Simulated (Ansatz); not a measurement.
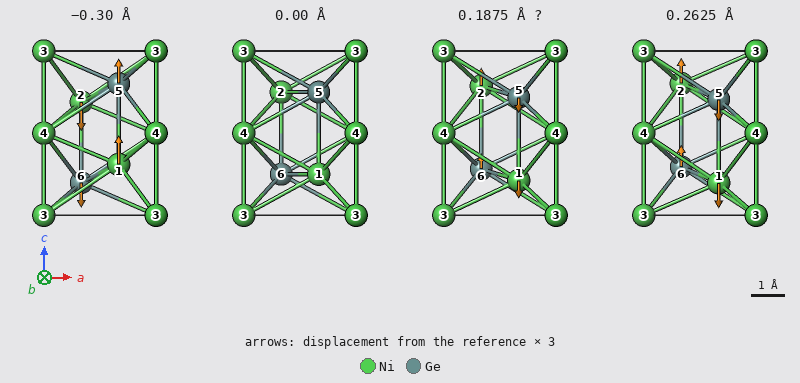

Solid Ni₂Ge (P6_3/mmc): a normal mode at the zone centre (one arbitrary combination within a set of 3 degenerate modes) is frozen in with the cell fixed, the amplitude being the largest displacement of an atom. A ball-and-stick model of the cell of the calculation, seen along the b axis. Orange arrows: displacements from the reference.

These are results of DFT r2SCAN, scalar-relativistic, plane waves, PAW in Ansatz 0.2.0, not measurements. Settings: plane-wave cutoff 500 eV; k-point mesh 12 × 12 × 10; occupations gaussian; smearing width 0.15 eV; no spin polarisation. Energies (free energies at the smearing named) are counted from the relaxed crystal.

```csv
largest displacement (Å),E − E(ref) (meV/cell)
−0.3000,355
−0.1500,89
0.0000,0
0.0375,6
0.0750,22
0.1125,50
0.1875,?
0.2250,200
0.2625,272
```

### Estimate the missing energy from the other rows, and compare with the calculation.

A straight line between the two neighbours gives 150 meV/cell. A cubic through the four nearest rows (0.0750, 0.1125, 0.2250, 0.2625) gives, with Lagrange weights, (−0.2000)(22) + (0.5000)(50) + (1.0000)(200) + (−0.3000)(272) = 139 meV/cell. The calculation gives 139 meV/cell, so the cubic is right to the digits shown and the straight line 11 meV/cell too high, as the curve bends upwards here.

The whole profile:

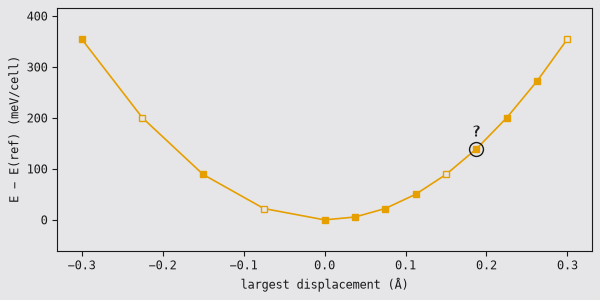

Limits of the set-up: an element that often carries a moment was run without spin polarisation.
